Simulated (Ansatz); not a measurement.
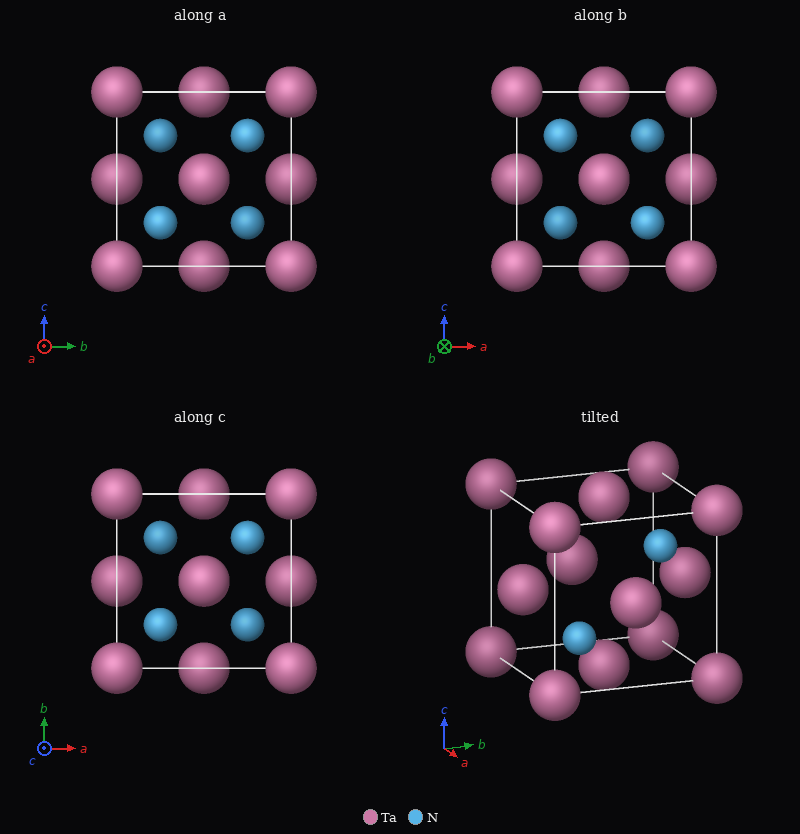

Spheres-only drawing of the structure, looking along the a axis, along the b axis, along the c axis and slightly off an axis. The parallelepiped is the conventional unit cell.

Lattice parameters: a = 4.9495 Å, b = 4.9495 Å, c = 4.9495 Å, α = 90.000°, β = 90.000°, γ = 90.000°.

Question: Put the structure into a CIF with its space group and independent sites.

Answer:
```cif
data_structure
_symmetry_space_group_name_H-M 'F -4 3 m'
_symmetry_Int_Tables_number 216
_cell_length_a 4.9495
_cell_length_b 4.9495
_cell_length_c 4.9495
_cell_angle_alpha 90.000
_cell_angle_beta 90.000
_cell_angle_gamma 90.000
_cell_volume 121.25
loop_
_atom_site_label
_atom_site_type_symbol
_atom_site_symmetry_multiplicity
_atom_site_Wyckoff_symbol
_atom_site_fract_x
_atom_site_fract_y
_atom_site_fract_z
_atom_site_occupancy
Ta1 Ta 4 a 0.0000 0.0000 0.0000 1
N1 N 4 d 0.2500 0.2500 0.7500 1
```

Origin of the cell: a structure type filled with these elements by a generator (whether the compound takes this form wasn't checked). Earlier steps of the study, as a rule a relaxation of our own, may have changed the cell and positions, so they can lie some per cent off the listed ones. It was run through Ansatz as a DFT input.

At this level of theory the run's own cell isn't at rest (stretched, at -23 GPa), so its distances can differ from those at equilibrium, the more so the softer the solid.
